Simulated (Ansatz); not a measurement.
**Two runs on TaN**

System: TaN (C2, 2 atoms in the cell).
Method of run A: DFT PBEsol, scalar-relativistic, plane waves, PAW, no spin polarisation (Ansatz 0.2.0).

The structure derives from an entry of the Crystallography Open Database. Text and figures count atoms from 1; the logs count them from 0 in places.

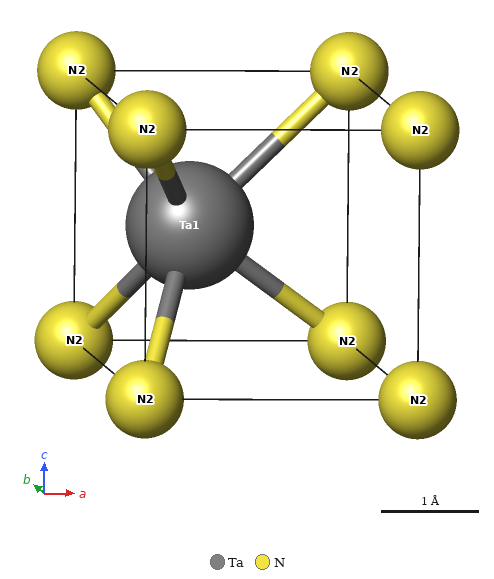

Figure 1. The structure as given in the input (ball-and-stick view of the cell of the calculation, seen slightly off an axis; atoms are numbered from 1 in the order of the input). An atom can appear more than once, as a periodic image. Near neighbours in the periodic cell (some may lie outside the picture): Ta has 6 N at 2.15 to 2.29 Å and 8 Ta at 2.87 to 2.93 Å; N has 6 Ta at 2.15 to 2.29 Å.

### Input file, run A
```yaml
crystal:
  lattice:
    - [2.9239890447, 0.0, 0.1096495892]
    - [-1.4619945224, 2.5322487931, -0.0548247946]
    - [0.1076522866, 0.0, 2.8707276427]
  atoms:
    - { symbol: Ta, position: [0.3333333333, 0.6666666667, 0.5] }
    - { symbol: "N", position: [0.0, 0.0, 0.0] }
basis:
  ecutwfc: 420
kpoints:
  mp_grid: { grid: [24, 24, 20] }
hamiltonian:
  xc: pbesol
scf:
  occupations: { method: gaussian, width: 0.15 }
output:
  forces: true
  stress: true
  eigenvalues: true
```

Command:
```bash
ansatz run input.yaml --threads 1 --pin off --max-ram 2560MiB --backend cpu --events-out ev --progress --plain --runs-dir out
```

Hardware: 1 thread of Intel Xeon (Granite Rapids), 192 GiB of memory available, shared host.

### Output, shortened to warnings, some set-up lines, iterations and results (run A)
```
Basis set: ecut = 420 eV, 407 PW (Γ), exchange–correlation on 40×40×40 points (8 copies of the dense FFT grid, shifted against one another)
Symmetry: 2 space group operations
k-points: 3014 of 11520 (time reversal used)
Initial density: superposition of atomic densities (neutral atoms: chi_scale 0, normalization atom), corrected by the library's trained network
[...]
SCF iter   1: F=—  HF=-10187.561138 eV  |F-HF|=—  |Δ(HF+E_count)|=         —  Δρ=1.75e-2  dr2=6.10e-2  ethr=1.77e-3  ⟨swp⟩=5.3  Hψ=192747  notcnv=0
SCF iter   2: F=—  HF=-10187.554322 eV  |F-HF|=—  |Δ(HF+E_count)|=   6.82e-3  Δρ=1.06e-2  dr2=2.58e-2  ethr=3.39e-4  ⟨swp⟩=1.0  Hψ=63294  notcnv=0
SCF iter   3: F=—  HF=-10187.548653 eV  |F-HF|=—  |Δ(HF+E_count)|=   5.67e-3  Δρ=1.09e-3  dr2=1.47e-4  ethr=1.43e-4  ⟨swp⟩=2.1  Hψ=49256  notcnv=0
SCF iter   4: F=—  HF=-10187.548585 eV  |F-HF|=—  |Δ(HF+E_count)|=   6.83e-5  Δρ=2.19e-4  dr2=6.76e-6  ethr=8.16e-7  ⟨swp⟩=2.0  Hψ=63482  notcnv=0
SCF iter   5: F=—  HF=-10187.548599 eV  |F-HF|=—  |Δ(HF+E_count)|=   1.40e-5  Δρ=1.84e-5  dr2=3.25e-8  ethr=3.75e-8  ⟨swp⟩=2.5  Hψ=57569  notcnv=0
SCF iter   6: F=-10187.548599 eV  HF=-10187.548599 eV  |F-HF|=1.15e-10  |Δ(HF+E_count)|=   1.28e-9  Δρ=3.31e-6  dr2=6.85e-10  ethr=1.80e-10  ⟨swp⟩=2.4  Hψ=146616  notcnv=0
SCF 1 converged in 6 iterations: F = -10187.548599 eV  dr2 = 6.85e-10
SCF converged after 6 iterations
Free energy (F): -10187.548599 eV
Harris-Foulkes:  -10187.548599 eV  (|F-HF|=1.15e-10)
Internal energy: -10187.547734 eV  (E = F + TS)
E sigma→0 (E₀):  -10187.548167 eV
Entropy (-TS):   -0.000864 eV (-0.432 meV/atom)
Fermi energy:    20.392980 eV
--- Per-component energies (eV) ---
  E_band       = -48.520013
  E_kinetic    = 500.389042
  E_local      = -595.931793  (includes V_loc(G=0)·N_el)
  E_nonlocal   = 62.833541
  E_hartree    = 200.808276
  E_xc         = -278.323334
  E_vxc        = -282.210801  (∫ρ·V_xc dr)
  E_paw        = -8395.571809  (= ΣΔE_a)
  E_vpaw       = -135.216463  (= ΣTr[D̂ρ^β])
  E_aug_tail   = 0.000229  (compensation charges beyond the density's cutoff)
  E_ewald      = -1681.993631
  E_core_change = 0.241745  (= ΣΔE_core)
  E_smearing   = -0.000864  (= −TS)
  E_closure    = 0.000000  (closes the sum)
  Σ components = -10187.548599   (vs F -10187.548599, Δ=0.00e0)
--- Forces (eV/Å), atoms counted from 1 ---
  atom   1  Ta     0.00000000    -0.14618155     0.00000000
  atom   2  N     -0.00000000     0.14618313     0.00000000
  max |Σ_I F_I| component: 1.58e-6 eV/Å
--- Stress (GPa, compression-positive) ---
        3.268628       0.000000     -19.179936
        0.000000       0.961485      -0.000000
      -19.179936      -0.000000       2.856218
  P = ⅓ Tr σ = 2.3621 GPa (23.621 kbar)
```

For run B the input was changed thus:
```diff
-    - [2.9239890447, 0.0, 0.1096495892]
-    - [-1.4619945224, 2.5322487931, -0.0548247946]
-    - [0.1076522866, 0.0, 2.8707276427]
+    - [2.9239890447, 0.0, -0.1461994522]
+    - [-1.4619945224, 2.5322487931, 0.0730997261]
+    - [-0.1435363821, 0.0, 2.8707276427]
```

What does this change do to the results?

With the same functional and potentials, run B lies 37.4 meV per atom higher. The pressure goes from 2.36 to 4.20 GPa. The largest force goes from 0.146 to 0.262 eV/Å. The number of SCF iterations is the same. The plane waves at Γ go from 407 to 411.

### Output, shortened to warnings, some set-up lines, iterations and results (run B)
```
Basis set: ecut = 420 eV, 411 PW (Γ), exchange–correlation on 40×40×40 points (8 copies of the dense FFT grid, shifted against one another)
Symmetry: 2 space group operations
k-points: 3014 of 11520 (time reversal used)
Initial density: superposition of atomic densities (neutral atoms: chi_scale 0, normalization atom), corrected by the library's trained network
[...]
SCF iter   1: F=—  HF=-10187.486114 eV  |F-HF|=—  |Δ(HF+E_count)|=         —  Δρ=1.75e-2  dr2=6.00e-2  ethr=1.77e-3  ⟨swp⟩=5.3  Hψ=192941  notcnv=0
SCF iter   2: F=—  HF=-10187.479334 eV  |F-HF|=—  |Δ(HF+E_count)|=   6.78e-3  Δρ=1.05e-2  dr2=2.52e-2  ethr=3.33e-4  ⟨swp⟩=1.0  Hψ=63294  notcnv=0
SCF iter   3: F=—  HF=-10187.473791 eV  |F-HF|=—  |Δ(HF+E_count)|=   5.54e-3  Δρ=1.07e-3  dr2=1.39e-4  ethr=1.40e-4  ⟨swp⟩=2.1  Hψ=49185  notcnv=0
SCF iter   4: F=—  HF=-10187.473725 eV  |F-HF|=—  |Δ(HF+E_count)|=   6.53e-5  Δρ=2.10e-4  dr2=6.32e-6  ethr=7.75e-7  ⟨swp⟩=2.0  Hψ=63541  notcnv=0
SCF iter   5: F=—  HF=-10187.473740 eV  |F-HF|=—  |Δ(HF+E_count)|=   1.43e-5  Δρ=1.80e-5  dr2=3.05e-8  ethr=3.51e-8  ⟨swp⟩=2.6  Hψ=58809  notcnv=0
SCF iter   6: F=-10187.473740 eV  HF=-10187.473740 eV  |F-HF|=2.00e-11  |Δ(HF+E_count)|=   1.63e-9  Δρ=3.33e-6  dr2=7.83e-10  ethr=1.70e-10  ⟨swp⟩=2.4  Hψ=145946  notcnv=0
SCF 1 converged in 6 iterations: F = -10187.473740 eV  dr2 = 7.83e-10
SCF converged after 6 iterations
Free energy (F): -10187.473740 eV
Harris-Foulkes:  -10187.473740 eV  (|F-HF|=2.00e-11)
Internal energy: -10187.472745 eV  (E = F + TS)
E sigma→0 (E₀):  -10187.473243 eV
Entropy (-TS):   -0.000994 eV (-0.497 meV/atom)
Fermi energy:    20.416742 eV
--- Per-component energies (eV) ---
  E_band       = -48.018146
  E_kinetic    = 500.716515
  E_local      = -596.293197  (includes V_loc(G=0)·N_el)
  E_nonlocal   = 62.937817
  E_hartree    = 201.096736
  E_xc         = -278.386434
  E_vxc        = -282.291411  (∫ρ·V_xc dr)
  E_paw        = -8395.629606  (= ΣΔE_a)
  E_vpaw       = -135.281295  (= ΣTr[D̂ρ^β])
  E_aug_tail   = 0.000240  (compensation charges beyond the density's cutoff)
  E_ewald      = -1682.156562
  E_core_change = 0.241745  (= ΣΔE_core)
  E_smearing   = -0.000994  (= −TS)
  E_closure    = -0.000000  (closes the sum)
  Σ components = -10187.473740   (vs F -10187.473740, Δ=0.00e0)
--- Forces (eV/Å), atoms counted from 1 ---
  atom   1  Ta     0.00000000    -0.26185627    -0.00000000
  atom   2  N     -0.00000000     0.26185886    -0.00000000
  max |Σ_I F_I| component: 2.59e-6 eV/Å
--- Stress (GPa, compression-positive) ---
        5.813277       0.000000      25.585304
        0.000000       1.725179       0.000000
       25.585304       0.000000       5.066823
  P = ⅓ Tr σ = 4.2018 GPa (42.018 kbar)
```

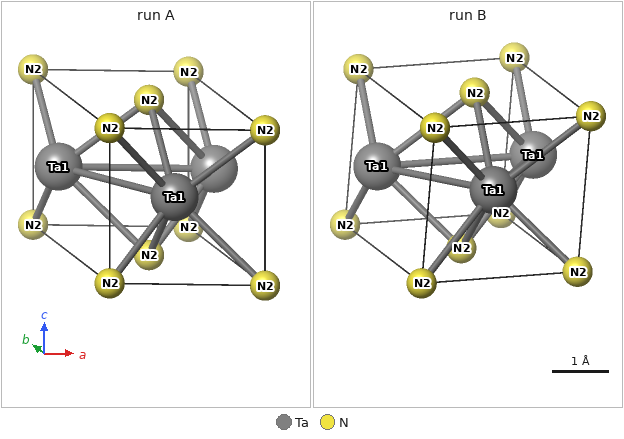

Figure 2. The two input geometries at one scale (ball-and-stick view of the cell 2 times as large as that of the calculation, set on its symmetry axes, seen slightly off an axis). The atoms keep their places relative to the cell (all moves are under 0.005 Å). The volume changes by −0.1 %, with a 2.926 → 2.928 Å (+0.1 %), b stays at 5.064 Å, c 2.873 → 2.874 Å (+0.1 %), β 94.3° → 84.3°. Among the contacts that change: Ta1–N2 2.145 → 2.311 Å.

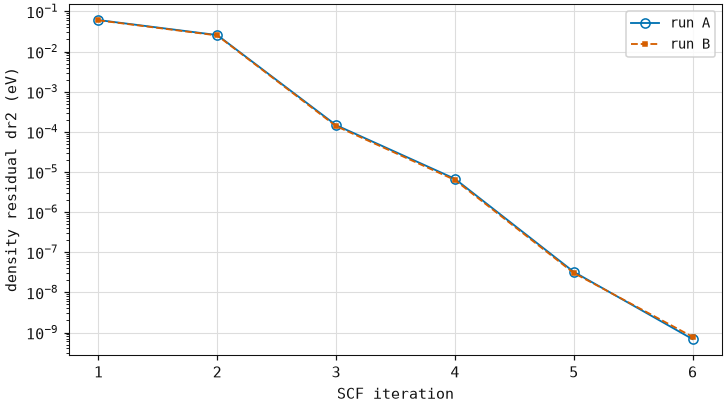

Figure 3. Convergence of the two runs: density residual dr2 against the SCF iteration. Run A takes 6 iterations in all, and run B takes 6.

### The two runs side by side

| quantity | run A | run B |
| --- | --- | --- |
| outcome | converged | converged |
| free energy per atom (eV) | −5093.7743 | −5093.7369 |
| energy per atom, smearing taken to zero (eV) | −5093.7741 | −5093.7366 |
| gap on the mesh (eV) | 0.00 | 0.00 |
| pressure (GPa) | 2.36 | 4.20 |
| volume per atom (Å³) | 10.61 | 10.60 |
| largest force (eV/Å) | 0.146 | 0.262 |
| SCF iterations | 6 | 6 |
| irreducible k-points | 3014 | 3014 |
| plane waves at Γ | 407 | 411 |
| wall time (shared host) | 34 s | 35 s |

For both runs: Spin–orbit coupling is left out, which matters for Ta.
